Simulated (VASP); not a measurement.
# Band edges against the vacuum: GaAs(110), part 3 of 3

Where do the bulk band edges lie against the vacuum outside GaAs(110)?

VASP 6.6.1; r2SCAN; plane waves and PAW (Ga, As).

So far, gap on the k-mesh (eV): step 3 (band edges of the bulk) 0.985.

### 5. Potential and states of the slab

A static run writes the electrostatic potential without exchange and correlation (LVHAR), which is flat in the vacuum and gives the level to count from. The dipole correction cancels the field that unlike faces would set up across the vacuum.

File INCAR:

```
SYSTEM = GaAs
PREC = Normal
ENCUT = 320
EDIFF = 1E-06
NELM = 120
ISMEAR = 0
SIGMA = 0.03
LREAL = Auto
ALGO = Normal
METAGGA = R2SCAN
LASPH = .TRUE.
NBANDS = 54
LORBIT = 11
LWAVE = .FALSE.
LCHARG = .TRUE.
KPAR = 2
IDIPOL = 3
LDIPOL = .TRUE.
DIPOL = 0.5 0.5 0.5
LVHAR = .TRUE.
LVACPOTAV = .TRUE.
NEDOS = 1500
```

File POSCAR:

```
GaAs
1.0
    4.0095893759      0.0000000000      0.0000000000
    0.0000000000      5.6704156750      0.0000000000
    0.0000000000      0.0000000000     32.0383575038
Ga As
9 9
Direct
    0.0000000000      0.0599909667      0.2634015997
    0.5000000000      0.4845472988      0.3090600571
    0.0000000000      0.9903218760      0.3754910265
    0.5000000000      0.4890770436      0.4370746314
    0.0000000000      0.9904928708      0.5000000000
    0.5000000000      0.4890770436      0.5629253686
    0.0000000000      0.9903218760      0.6245089735
    0.5000000000      0.4845472988      0.6909399429
    0.0000000000      0.0599909667      0.7365984003
    0.0000000000      0.7359355808      0.3126241982
    0.5000000000      0.2680837077      0.2419579923
    0.0000000000      0.7392212879      0.4377170018
    0.5000000000      0.2423314360      0.3738424717
    0.0000000000      0.7392212879      0.5622829982
    0.5000000000      0.2404887342      0.5000000000
    0.0000000000      0.7359355808      0.6873758018
    0.5000000000      0.2423314360      0.6261575283
    0.5000000000      0.2680837077      0.7580420077
```

File KPOINTS:

```
Automatic mesh
0
Gamma
6 4 1
0 0 0
```

File KPOINTS_OPT:

```
Line mode
14
Line-mode
Reciprocal
  0.00000000   0.00000000   0.00000000 GAMMA
  0.50000000   0.00000000   0.00000000 X

  0.50000000   0.00000000   0.00000000 X
  0.50000000   0.50000000   0.00000000 S

  0.50000000   0.50000000   0.00000000 S
  0.00000000   0.50000000   0.00000000 Y

  0.00000000   0.50000000   0.00000000 Y
  0.00000000   0.00000000   0.00000000 GAMMA

  0.00000000   0.00000000   0.00000000 GAMMA
  0.50000000   0.50000000   0.00000000 S
```

PAW data sets: Ga and As (PBE family, release 64).

Launch:

```bash
$ mpirun -np 4 vasp_std
```

The log of the run:

```text
[banner, memory and clock lines left out]
running    4 mpi-ranks, on    1 nodes
 distrk:  each k-point on    2 cores,    2 groups
 distr:  one band on    1 cores,    2 groups

 POSCAR found type information on POSCAR GaAs
 POSCAR found :  2 types and      18 ions
 [... a notice as in an earlier step ...]

 LDA part: xc-table for (None), standard interpolation
 POSCAR, INCAR and KPOINTS ok, starting setup
 FFT: planning ... GRIDC
 FFT: planning ... GRID_SOFT
 FFT: planning ... GRID
 WAVECAR not read
 entering main loop
       N       E                     dE             d eps       ncg     rms          rms(c)
DAV:   1     0.136765084656E+03    0.13677E+03   -0.19116E+04  1304   0.704E+02
DAV:   2    -0.214931563981E+03   -0.35170E+03   -0.33967E+03  1728   0.154E+02
DAV:   3    -0.249461022187E+03   -0.34529E+02   -0.34126E+02  1600   0.507E+01
DAV:   4    -0.250634486456E+03   -0.11735E+01   -0.11697E+01  1680   0.105E+01
DAV:   5    -0.250673590352E+03   -0.39104E-01   -0.39088E-01  1668   0.181E+00    0.118E+01
DAV:   6    -0.241548970808E+03    0.91246E+01   -0.30573E+00  1492   0.563E+00    0.761E+00
DAV:   7    -0.241518466357E+03    0.30504E-01   -0.24499E+00  1602   0.409E+00    0.131E+00
DAV:   8    -0.241473771254E+03    0.44695E-01   -0.29707E-01  1520   0.169E+00    0.727E-01
DAV:   9    -0.241480700266E+03   -0.69290E-02   -0.30585E-02  1538   0.534E-01    0.160E-01
DAV:  10    -0.241481922502E+03   -0.12222E-02   -0.19754E-03  1640   0.146E-01    0.999E-02
DAV:  11    -0.241485436642E+03   -0.35141E-02   -0.22206E-03  1500   0.149E-01    0.333E-02
DAV:  12    -0.241486270843E+03   -0.83420E-03   -0.20824E-04  1648   0.444E-02    0.252E-02
DAV:  13    -0.241487863872E+03   -0.15930E-02   -0.68523E-04  1554   0.748E-02    0.142E-02
DAV:  14    -0.241488275553E+03   -0.41168E-03   -0.79702E-05  1650   0.268E-02    0.100E-02
DAV:  15    -0.241488548899E+03   -0.27335E-03   -0.32120E-05  1570   0.188E-02    0.430E-03
DAV:  16    -0.241488676854E+03   -0.12796E-03   -0.24668E-05  1564   0.151E-02    0.463E-03
DAV:  17    -0.241488721104E+03   -0.44249E-04   -0.42499E-06  1330   0.769E-03    0.245E-03
DAV:  18    -0.241488776057E+03   -0.54953E-04   -0.12129E-05  1500   0.105E-02    0.148E-03
DAV:  19    -0.241488809926E+03   -0.33869E-04   -0.43564E-06  1294   0.736E-03    0.831E-04
DAV:  20    -0.241488831897E+03   -0.21970E-04   -0.17522E-06  1222   0.523E-03    0.689E-04
DAV:  21    -0.241488846628E+03   -0.14731E-04   -0.12483E-06  1190   0.472E-03    0.398E-04
DAV:  22    -0.241488855128E+03   -0.84999E-05   -0.87870E-07  1122   0.450E-03    0.186E-04
DAV:  23    -0.241488856177E+03   -0.10496E-05   -0.25232E-07  1020   0.283E-03    0.114E-04
DAV:  24    -0.241488857221E+03   -0.10440E-05   -0.18599E-07  1002   0.236E-03    0.625E-05
DAV:  25    -0.241488857225E+03   -0.32105E-08   -0.47844E-08  1004   0.121E-03
|                                                                             |
|           W    W    AA    RRRRR   N    N  II  N    N   GGGG   !!!           |
|           W    W   A  A   R    R  NN   N  II  NN   N  G    G  !!!           |
|           W    W  A    A  R    R  N N  N  II  N N  N  G       !!!           |
|           W WW W  AAAAAA  RRRRR   N  N N  II  N  N N  G  GGG   !            |
|           WW  WW  A    A  R   R   N   NN  II  N   NN  G    G                |
|           W    W  A    A  R    R  N    N  II  N    N   GGGG   !!!           |
|                                                                             |
|     Did not find any points to average over, which means that no vacuum     |
|     field-free region was found. Please increase the size of  your cell     |
|     in the dimension of the dipole correction to obtain accurate            |
|     workfunction values.                                                    |
|                                                                             |

   1 F= -.24148886E+03 E0= -.24148886E+03  d E =-.237302E-12
 Start KPOINTS_OPT (optional k-point list driver)
k-point batch [1-12\70]
       N       E                     dE             ncg
DAV:   1    -0.689410142401E+03   -0.75449E+04     1296
DAV:   2    -0.487861196595E+04   -0.41892E+04     1752
DAV:   3    -0.529534634347E+04   -0.41673E+03     1576
DAV:   4    -0.530907298156E+04   -0.13727E+02     1728
DAV:   5    -0.530938517919E+04   -0.31220E+00     1652
DAV:   6    -0.530939660492E+04   -0.11426E-01     1752
DAV:   7    -0.530939700290E+04   -0.39798E-03     1660
DAV:   8    -0.530939702211E+04   -0.19208E-04     1608
DAV:   9    -0.530939702298E+04   -0.86644E-06     1188
[...]
k-point batch [61-70\70]
       N       E                     dE             ncg
DAV:   1    -0.519973490408E+03   -0.12565E+05     1080
DAV:   2    -0.398133105531E+04   -0.34614E+04     1490
DAV:   3    -0.429987257225E+04   -0.31854E+03     1296
DAV:   4    -0.430942144443E+04   -0.95489E+01     1424
DAV:   5    -0.430969374554E+04   -0.27230E+00     1378
DAV:   6    -0.430970532224E+04   -0.11577E-01     1448
DAV:   7    -0.430970579773E+04   -0.47549E-03     1394
DAV:   8    -0.430970581981E+04   -0.22079E-04     1448
DAV:   9    -0.430970582076E+04   -0.94433E-06     1066
```

Run time: 9.4 min. Hardware: 4 MPI ranks of Intel Xeon Platinum 8259CL at 2.50GHz (Skylake/Cascade Lake), shared host; peak memory 1.3 GiB; 35 min of CPU time.

OUTCAR, selected parts (step 5):

```text
   NELECT =      72.0000    total number of electrons

 dipolmoment           0.000000      0.000000      0.000000 electrons x Angstroem

 E-fermi :  -0.7723

 k-point     1 :       0.0000    0.0000    0.0000
  band No.  band energies     occupation
    ...
     32      -1.2557      2.00000
     33      -1.2317      2.00000
     34      -1.1244      2.00000
     35      -1.0186      2.00000
     36      -0.9124      2.00000
     37       0.3720      0.00000
     38       0.9620      0.00000
     39       1.0288      0.00000
     40       1.1330      0.00000
     41       1.1966      0.00000
    ...

  Total       -2.3843068     -1.2181399     -0.4666167      0.0000000      0.0000000      0.0000000
  in kB       -5.2443018     -2.6793085     -1.0263272      0.0000000      0.0000000      0.0000000
  external PRESSURE =      -2.9833125 kB  Pullay stress =       0.0000000 kB

 POSITION                                       TOTAL-FORCE (eV/Angst)
 -----------------------------------------------------------------------------------
      0.00000      0.34017      8.43895         0.000000     -0.009386      0.003328
      2.00479      2.74758      9.90178         0.000000      0.008541      0.023791
      0.00000      5.61554     12.03012        -0.000000     -0.000755     -0.003503
      2.00479      2.77327     14.00315        -0.000000      0.004433     -0.021230
      0.00000      5.61651     16.01918        -0.000000      0.002960      0.000000
      2.00479      2.77327     18.03520         0.000000      0.004433      0.021230
      0.00000      5.61554     20.00824        -0.000000     -0.000755      0.003503
      2.00479      2.74758     22.13658        -0.000000      0.008541     -0.023791
      0.00000      0.34017     23.59940         0.000000     -0.009386     -0.003328
      0.00000      4.17306     10.01597        -0.000000      0.005989     -0.007610
      2.00479      1.52015      7.75194        -0.000000     -0.002197      0.016879
      0.00000      4.19169     14.02373        -0.000000      0.003021     -0.011708
      2.00479      1.37412     11.97730         0.000000     -0.007239      0.009517
      0.00000      4.19169     18.01462        -0.000000      0.003021      0.011708
      2.00479      1.36367     16.01918        -0.000000     -0.007773      0.000000
      0.00000      4.17306     22.02239         0.000000      0.005989      0.007610
      2.00479      1.37412     20.06106        -0.000000     -0.007239     -0.009517
      2.00479      1.52015     24.28642        -0.000000     -0.002197     -0.016879
 -----------------------------------------------------------------------------------
    total drift:                               -0.000000     -0.028227     -0.000004

  FREE ENERGIE OF THE ION-ELECTRON SYSTEM (eV)
  ---------------------------------------------------
  free  energy   TOTEN  =      -241.4888572245 eV

  energy  without entropy=     -241.4888572245  energy(sigma->0) =     -241.48885722

 vacuum level on the upper side and lower side of the slab         4.249         4.249

[... 8 parts as in an earlier step ...]

[... 9 further parts left out ...]
```

Numbers from this step:

* electronic cycles: 25
* free energy (TOTEN): -241.4889 eV
* Fermi energy: -0.7723 eV
* least gap on mesh and path: 1.177 eV
* least direct gap on mesh and path: 1.284 eV
* vacuum levels: 4.249, 4.249 eV
* ionisation potentials of the upper and lower face: 5.161, 5.161 eV
* electron affinities of the upper and lower face: 3.984, 3.984 eV

Electronic bands along the path, in eV, zero at the valence-band top; v1 is the highest filled band, c1 the lowest empty one:

```tsv
point	v4	v3	v2	v1	c1	c2	c3	c4
Γ	-0.32	-0.21	-0.11	0.00	1.28	1.87	1.94	2.05
X	-1.75	-1.46	-1.14	-0.98	1.18	1.23	2.00	2.18
S	-1.38	-1.24	-0.90	-0.80	1.28	1.81	1.93	2.91
Y	-1.09	-1.06	-0.89	-0.87	1.38	1.57	1.60	2.06
Γ	-0.32	-0.21	-0.11	0.00	1.28	1.87	1.94	2.05
S	-1.38	-1.24	-0.90	-0.80	1.28	1.81	1.93	2.91
```

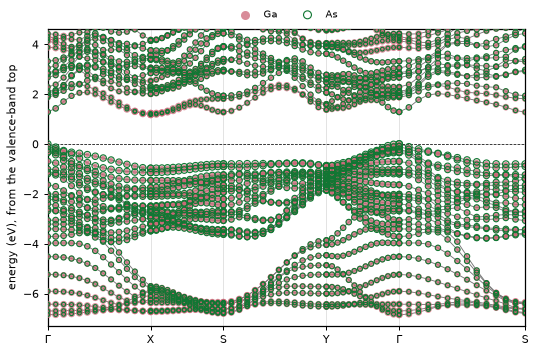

Electronic bands along the path; dots are coloured as in the legend, and their area grows with the weight.

The planar average of the electrostatic potential oscillates, so the rows of the table below give means over windows of 2.06 Å about each position, cut where the curve ends. Its maxima inside the range that stand out by 2 % of the span (Å: eV): 8.7: -0.263, 11.0: 0.537, 13.0: 0.204, 15.0: 0.234, 16.0: -3.75, 17.0: 0.234, 19.0: 0.204, 21.1: 0.537, 23.3: -0.263. Its minima: 7.9: -3.91, 10.3: -4.28, 11.7: -3.99, 14.3: -4.02, 15.8: -3.95, 16.2: -3.95, 17.7: -4.02, 20.4: -3.99, 21.7: -4.28, 24.1: -3.91.

Zero at the Fermi level. Table of planar average of the electrostatic potential by height; means over each step:

```tsv
height (Å)	planar average of the electrostatic potential (eV)
1.03	5.02
3.09	5.02
5.15	4.97
7.21	0.286
9.27	-2.59
11.33	-2.50
13.39	-2.50
15.45	-2.56
17.51	-2.55
19.57	-2.47
21.63	-2.64
23.69	-2.13
25.75	3.84
27.81	5.02
29.87	5.02
```

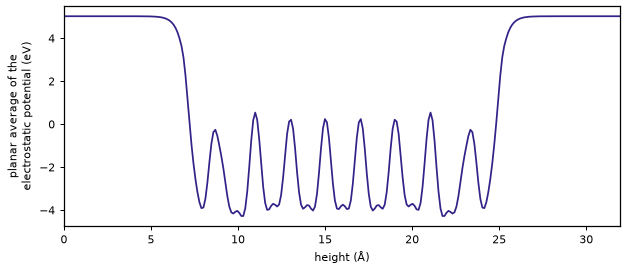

Planar average of the electrostatic potential, plotted against height.

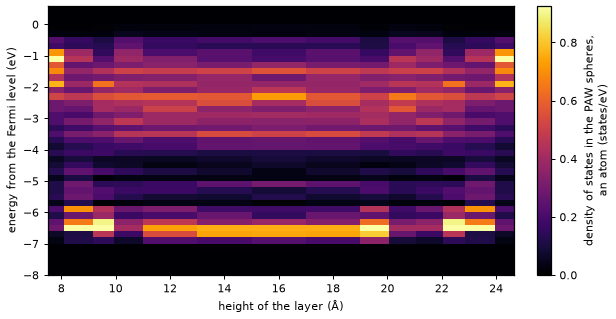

Density of states in the PAW spheres, an atom over height of the layer and energy from the Fermi level.

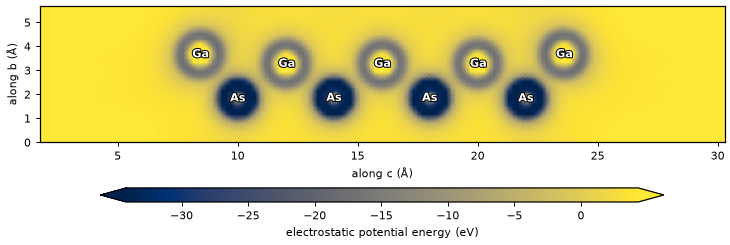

Electrostatic potential energy in the cb plane at fractional x = 0.000, with atoms of Ga and As within 0.2 Å of it. With pseudopotentials it is smooth inside the atoms' cores, unlike the true potential. The map starts off the cell's origin, so that atoms lie inside it. The far vacuum is left out of the map.

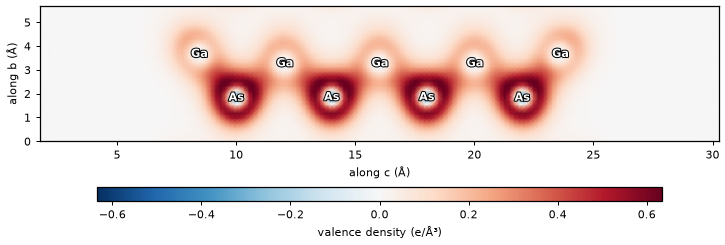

Valence density in the cb plane at fractional x = 0.000, with atoms of Ga and As within 0.2 Å of it. It is the smooth field of the valence electrons, not physical close to the nuclei. The map starts off the cell's origin, so that atoms lie inside it. The far vacuum is left out of the map.

The map of layer states is cut here 0.5 eV above the Fermi level, so it leaves out the states above that.

The vacuum level lies 5.16 eV above the highest filled level at the upper face; both faces agree, as the slab has next to no dipole.

The program found no field-free point at its default tolerance, but its printed level agrees with the flat part of the planar average.

### 6. Lining up bulk and slab

This step: band edges against the vacuum, r2SCAN; plane waves and PAW (VASP 6.6.1).

No new run; the numbers come from the runs before.

Numbers from this step:

| Item | Value |
| --- | --- |
| ionisation energy | 5.147 eV |
| offset spread | 0.008700 eV |
| bulk gap | 0.9855 eV |
| slab gap | 1.177 eV |
| electron affinity | 4.162 eV |
| buckling | 0.6870 Å |
| tilt | 30.21 degree |
| surface energy, relaxed | 0.7376 J/m² |

The averaged core potentials of the four middle atoms lie -3.301 eV from those of the bulk run. The bulk valence top (2.403 eV), moved by that offset, is taken from the upper vacuum level (4.249 eV).

### 7. What came out

```
ionisation energy       : 5.15 eV
electron affinity       : 4.16 eV
buckling                : 0.687 Å
surface energy, relaxed : 0.738 J/m²
```

The bulk valence-band top lies 5.15 eV below the vacuum of GaAs(110), and the conduction-band bottom 4.16 eV. The top layer buckles by 0.69 Å, a tilt of 30°, with As outermost, as the anion takes the dangling-bond electrons and the cation flattens towards sp². The surface costs 0.74 J/m². The slab's least gap is 1.18 eV, against 0.99 eV in the bulk. Confinement widens it, surface states can narrow it, and the two gaps need not lie at the same wave vector; the faces' own affinities count to the slab's lowest empty state. The offsets of the four middle atoms spread by 0.01 eV; a shift common to all four would not show in it. One thickness was run. Semilocal band edges put the valence top too high and the gap too small. Spin-orbit coupling, left out here, would raise the valence top further.

Computed beside measured:

| quantity | measured | r2SCAN |
| --- | --- | --- |
| lattice constant a (Å) | 5.653 | 5.670 (+0.3 %) |
| band gap (direct gap) (eV) | 1.418 | 0.99 (-0.43 eV) |

Measured values from pmc:9457441 (2022) and arxiv:0805.2212 (2008).

**Verdict.** The lattice constant a is off by +0.3 %: good agreement. The band gap is off by -0.43 eV: a clear miss. Local and semilocal functionals usually give gaps below the measured ones. An optical gap can lie under the band gap by the exciton's binding. Zero-point and thermal motion shift the measured gap. The grades are ours: good and fair within 0.7 and 1.5 % for the lattice constant a. Zero-point motion and thermal expansion are not in the computed lattice constants. As a rule both would widen the computed cell, so the excess over experiment is if anything larger than shown.

[Lines on the potential files, build, host, timing and source positions are cut from VASP's logs without a mark.]

[Logs are printed without paths, hosts, clocks, repeated set-up lines and the standing remarks that a program may print on its own settings, such as how far it seeks lower states.]

[Hosts, paths, dates, database ids (printed as entryN), source tags and the programs' standing remarks are cut or masked in the printed files.]

[Runs that stopped without an error message from VASP are left out.]
